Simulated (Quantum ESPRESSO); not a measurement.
**Run report: ZnCu, geometry relaxation**

System: ZnCu (P1, 2 atoms in the cell).
Method: Kohn-Sham DFT of a periodic cell, RPBE, GBRV 1.5 LDA, no spin polarisation (Quantum ESPRESSO 7.5).

The structure derives from an entry of the Crystallography Open Database.

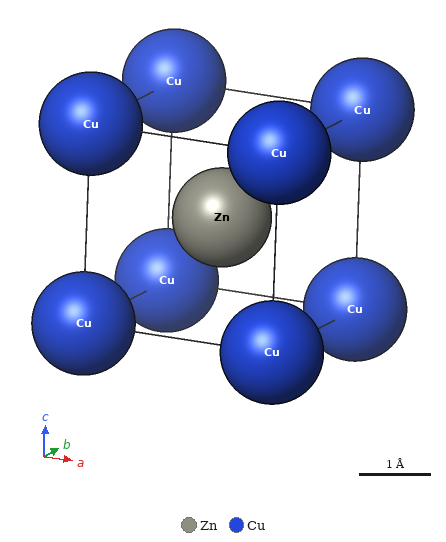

**Figure 1.** The starting structure (spheres-only view of the cell of the calculation, seen slightly off an axis). An atom can appear more than once, as a periodic image.

Input file:
```python
import numpy as np
from ase.calculators.espresso import Espresso, EspressoProfile
from ase.io import read

atoms = read('ZnCu.cif')

input_data = {
    'control': {'calculation': 'scf', 'prefix': 'pwscf', 'outdir': './tmp', 'tprnfor': True, 'tstress': True, 'disk_io': 'low'},
    'system': {'ecutwfc': 45.0, 'ecutrho': 360.0, 'nbnd': 28, 'input_dft': 'rpbe', 'occupations': 'smearing', 'smearing': 'fd', 'degauss': 0.00734986},
    'electrons': {'conv_thr': 4e-10, 'electron_maxstep': 120, 'mixing_beta': 0.5},
}
pseudopotentials = {'Cu': 'cu_lda_v1.2.uspp.F.UPF', 'Zn': 'zn_lda_v1.uspp.F.UPF'}
profile = EspressoProfile(command='pw.x', pseudo_dir='pseudo')
dft = Espresso(profile=profile, input_data=input_data, pseudopotentials=pseudopotentials, kpts=(5, 5, 5), koffset=(0, 0, 0))
atoms.calc = dft

from ase.optimize import LBFGS
done = LBFGS(atoms, trajectory='opt.traj').run(fmax=0.02, steps=30)
print('converged', done)
print(f'energy {atoms.get_potential_energy():.8f} eV')
print('forces (eV/A)')
print(np.round(atoms.get_forces(), 6))
print('stress (eV/A^3, Voigt)')
print(np.round(atoms.get_stress(), 8))
print(f'Fermi level {dft.get_fermi_level():.4f} eV')
```

File ZnCu.cif:
```
data_ZnCu
_cell_length_a 2.98682103
_cell_length_b 2.97700243
_cell_length_c 2.87997541
_cell_angle_alpha 84.72178108
_cell_angle_beta 92.61799312
_cell_angle_gamma 92.32936083
_space_group_name_H-M_alt 'P1'
_space_group_name_Hall 'P 1'
_space_group_IT_number 1
loop_
_space_group_symop_operation_xyz
'x,y,z'
loop_
_atom_site_label
_atom_site_type_symbol
_atom_site_symmetry_multiplicity
_atom_site_Wyckoff_symbol
_atom_site_fract_x
_atom_site_fract_y
_atom_site_fract_z
_atom_site_occupancy
Zn1 Zn 1 a 0.4999138600 0.4939109900 0.4992295400 1
Cu1 Cu 1 a 0.0000861400 0.0060890100 0.0007704600 1
```

Launch command:
```bash
OMP_NUM_THREADS=1 python run.py
```

The program's output:
```
Step          Energy          fmax
LBFGS:    0   -11784.267239        0.202351
LBFGS:    1   -11784.268298        0.164255
LBFGS:    2   -11784.270393        0.046084
LBFGS:    3   -11784.270452        0.041727
LBFGS:    4   -11784.270681        0.007288
converged True
energy -11784.27068072 eV
forces (eV/A)
[[-0.007099 -0.00163  -0.000255]
 [ 0.007099  0.00163   0.000255]]
stress (eV/A^3, Voigt)
[-0.04772951 -0.04810136 -0.0642995   0.0475624  -0.01627526 -0.01370534]
Fermi level 15.7119 eV
```

Trajectory as extended XYZ (Å, eV, eV/Å), 5 frames, from step=0 to step=4:
```
2
Lattice="2.9855 -0.0592 -0.0657 -0.0592 2.9734 0.1342 -0.0657 0.1342 2.8761" Properties=species:S:1:pos:R:3:forces:R:3 step=0 energy=-11784.26724
Zn    1.3677    1.5989    1.4304    0.0227   0.1949  -0.0496
Cu   -0.0006    0.0183    0.0022   -0.0227  -0.1949   0.0496
2
Lattice="2.9855 -0.0592 -0.0657 -0.0592 2.9734 0.1342 -0.0657 0.1342 2.8761" Properties=species:S:1:pos:R:3:forces:R:3 step=1 energy=-11784.26830
Zn    1.3680    1.6016    1.4297    0.0160   0.1605  -0.0311
Cu   -0.0009    0.0155    0.0029   -0.0160  -0.1605   0.0311
2
Lattice="2.9855 -0.0592 -0.0657 -0.0592 2.9734 0.1342 -0.0657 0.1342 2.8761" Properties=species:S:1:pos:R:3:forces:R:3 step=2 energy=-11784.27039
Zn    1.3693    1.6139    1.4273   -0.0121   0.0122   0.0428
Cu   -0.0021    0.0033    0.0053    0.0121  -0.0122  -0.0428
2
Lattice="2.9855 -0.0592 -0.0657 -0.0592 2.9734 0.1342 -0.0657 0.1342 2.8761" Properties=species:S:1:pos:R:3:forces:R:3 step=3 energy=-11784.27045
Zn    1.3691    1.6144    1.4279   -0.0121   0.0088   0.0390
Cu   -0.0020    0.0027    0.0048    0.0121  -0.0088  -0.0390
2
Lattice="2.9855 -0.0592 -0.0657 -0.0592 2.9734 0.1342 -0.0657 0.1342 2.8761" Properties=species:S:1:pos:R:3:forces:R:3 step=4 energy=-11784.27068
Zn    1.3677    1.6172    1.4326   -0.0071  -0.0016  -0.0003
Cu   -0.0006   -0.0001    0.0000    0.0071   0.0016   0.0003
```

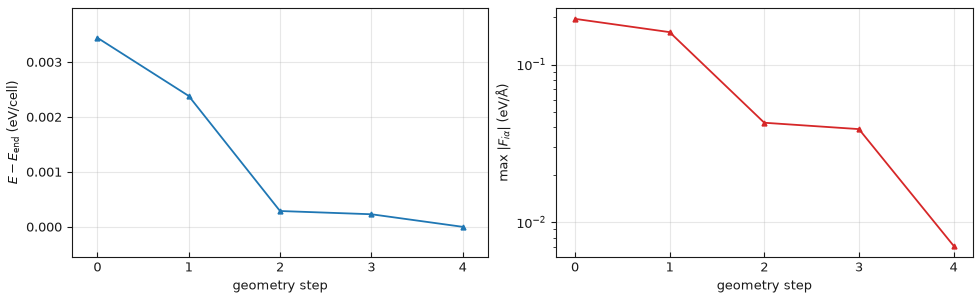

**Figure 2.** Progress of the relaxation, step by step (steps are counted from 0).

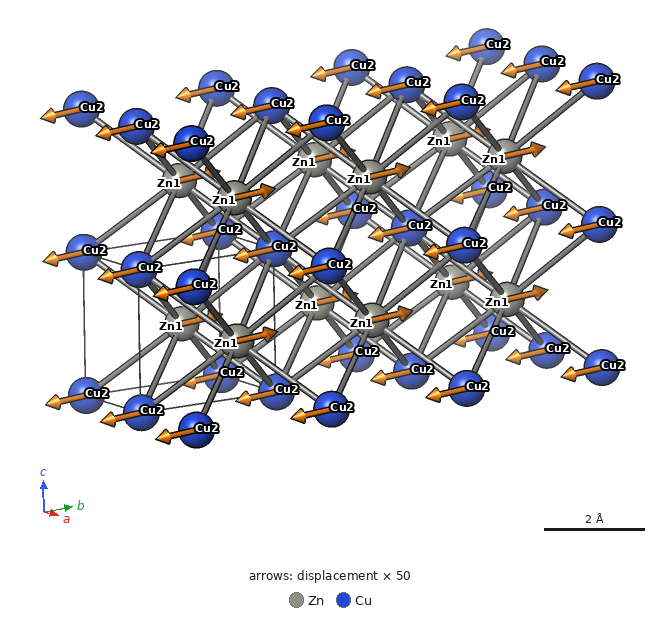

**Figure 3.** The starting structure with the displacements as orange arrows, magnified 50 times (ball-and-stick view of the cell of the calculation, repeated 2 × 3 × 2, seen slightly off an axis). The largest moves, 0.018 Å, are those of Zn1 and Cu2. Largest moves by element: Zn 0.018 Å, Cu 0.018 Å. The cell doesn't change. Distances before and after: Zn1–Cu2 2.532 → 2.557 Å. The space group stays P1 (No. 1). After 4 geometry steps the energy has fallen by 3.4 meV per cell of the calculation. Largest force component: 0.19 eV/Å at the start, 0.0071 eV/Å at the end. (Atoms are counted from 1 in the order of the input.)

Summary:

| quantity | value |
| --- | --- |
| outcome | converged |
| space group (tolerance 0.01 Å) | P1 (1) |
| electrons treated | 39 |
| free energy | −11784.2717 eV |
| Fermi energy | 15.712 eV |
| gap on the k-point mesh | none (metallic) |
| pressure | 8.55 GPa |
| final volume | 25.46 Å³ |
| largest force (length of the vector) at the end | 0.007 eV/Å |
| final cell | a = 2.987 Å, b = 2.977 Å, c = 2.880 Å, α = 84.72°, β = 92.62°, γ = 92.33° |
| hardware | 1 thread of Intel Xeon (Sapphire Rapids), 16 GiB of memory available, shared host |
| wall time | 1.9 min |
| peak memory | 0.13 GiB |

Remarks:

Further notes kept with the run: potentials made for another functional. Points of doubt noted for this run: coarse mesh; potentials made for another functional. The cell is under a pressure of 8.6 GPa at this level, so it is not at its equilibrium volume.
